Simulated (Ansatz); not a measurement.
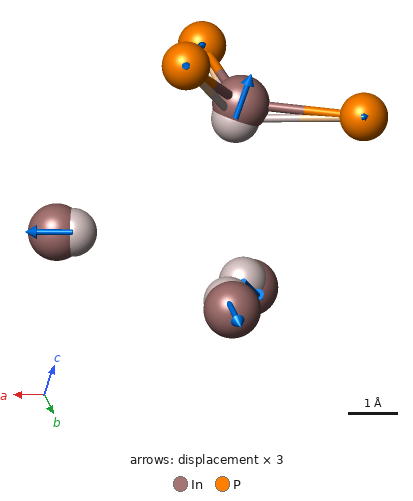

A relaxation of a defect cell of composition In16P15 (cell charge +2). The starting structure is drawn faded, the final one solid; blue arrows show the displacements, 3 times their true length.

Style: ball-and-stick. Shown: the atoms within 4.2 Å of the atom that moves most (axes of the cell of the calculation (origin shifted)), from a free direction.

Case: P vacancy (site d), charge +2, atoms relaxed at the host's cell.

These are results of DFT PBE, scalar-relativistic, plane waves, PAW in Ansatz, not measurements.

Input file:
```yaml
crystal:
  lattice:
    - [-5.9597880289, 5.9597880289, 5.9597880289]
    - [5.9597880289, -5.9597880289, 5.9597880289]
    - [5.9597880289, 5.9597880289, -5.9597880289]
  atoms:
    - { symbol: In, position: [0.4933355655, 0.5, 0.0], spin: 0.25 }
    - { symbol: In, position: [0.4994326375, 0.7494326375, 0.7488818019] }
    - { symbol: In, position: [0.5011181981, 0.0005508355, 0.5005508355] }
    - { symbol: In, position: [0.7494491645, 0.2505673625, 0.0] }
    - { symbol: In, position: [0.4994326375, 0.2488818019, 0.2494326375] }
    - { symbol: In, position: [0.7494491645, 0.5, 0.7505673625] }
    - { symbol: In, position: [0.7505508355, 0.7511181981, 0.5005508355] }
    - { symbol: In, position: [0.0005673625, -0.0005508355, 0.0] }
    - { symbol: In, position: [0.7505508355, 0.0005508355, 0.2511181981] }
    - { symbol: In, position: [0.0066644345, 0.2566644345, 0.7566644345], spin: 0.25 }
    - { symbol: In, position: [0.0005673625, 0.5, 0.4994491645] }
    - { symbol: In, position: [0.25, 0.7433355655, 0.0], spin: 0.25 }
    - { symbol: In, position: [-0.0011181981, 0.7494326375, 0.2494326375] }
    - { symbol: In, position: [0.25, -0.0005508355, 0.7505673625] }
    - { symbol: In, position: [0.25, 0.2505673625, 0.4994491645] }
    - { symbol: In, position: [0.25, 0.5, 0.2433355655], spin: 0.25 }
    - { symbol: P, position: [0.25, 0.7474692861, 0.7506668501] }
    - { symbol: P, position: [0.25, 0.0, 0.5] }
    - { symbol: P, position: [0.4974692861, 0.2506668501, 0.0] }
    - { symbol: P, position: [0.25, 0.2506668501, 0.2474692861] }
    - { symbol: P, position: [0.4974692861, 0.5, 0.7506668501] }
    - { symbol: P, position: [0.4993331499, 0.7493331499, 0.496802436] }
    - { symbol: P, position: [0.75, 0.0, 0.0] }
    - { symbol: P, position: [0.4993331499, -0.003197564, 0.2493331499] }
    - { symbol: P, position: [0.753197564, 0.2525307139, 0.7525307139] }
    - { symbol: P, position: [0.75, 0.5, 0.5] }
    - { symbol: P, position: [0.0006668501, 0.7474692861, 0.0] }
    - { symbol: P, position: [0.746802436, 0.7493331499, 0.2493331499] }
    - { symbol: P, position: [0.0025307139, 0.003197564, 0.7525307139] }
    - { symbol: P, position: [0.0025307139, 0.2525307139, 0.503197564] }
    - { symbol: P, position: [0.0006668501, 0.5, 0.2474692861] }
  host:
    lattice:
      - [0.0, 2.9798940145, 2.9798940145]
      - [2.9798940145, 0.0, 2.9798940145]
      - [2.9798940145, 2.9798940145, 0.0]
    atoms:
      - { symbol: In, position: [0.0, 0.0, 0.0] }
      - { symbol: P, position: [0.25, 0.25, 0.25] }
total_charge: 2
basis:
  ecutwfc: 420
  xc_grid: 2
kpoints:
  mp_grid: { grid: [2, 2, 2], shift: [0.5, 0.5, 0.5] }
hamiltonian:
  xc: pbe
scf:
  occupations: { method: gaussian, width: 0.02 }
output:
  forces: true
  stress: false
  eigenvalues: true
  populations: true
  charged_corrections:
    defect_position: [0.25, 0.5, 0.0]
    epsilon: [[15.0794, 0.0, 0.0], [0.0, 15.0794, 0.0], [0.0, 0.0, 15.0794]]
magnetization:
  spin_polarized: true
relax:
  adjacent_minimum: "off"
  f_tol: 0.025
  max_steps: 45
```

Run as
```bash
ansatz run input.yaml --threads 4 --pin off --max-ram 10240MiB --backend cpu --events-out ev --progress --plain --runs-dir out
```

### Which element moves most?

Indium: up to 0.33 Å, against 0.05 Å for phosphorus.

### What did the optimiser do to the structure, and how much energy did it gain?

The largest moves, 0.33 Å, are those of In1, In10, In12 and In16. In16 goes along +c. Largest moves by element: In 0.33 Å, P 0.05 Å. The lattice vectors keep their values. Near-neighbour distances that change, for instance: In16–P20 2.588 → 2.541 Å. Among the angles between lasting bonds that change: P20–In16–P22 108.6° → 114.6°. After 2 accepted moves (3 points after the start) the energy has fallen by 0.401 eV per cell of the calculation. The largest force component goes from 0.38 to 0.018 eV/Å. 1 step only repeated the SCF at the same geometry.

Limits of the set-up: the cell is charged, on a uniform background, and energies carry no finite-size correction.
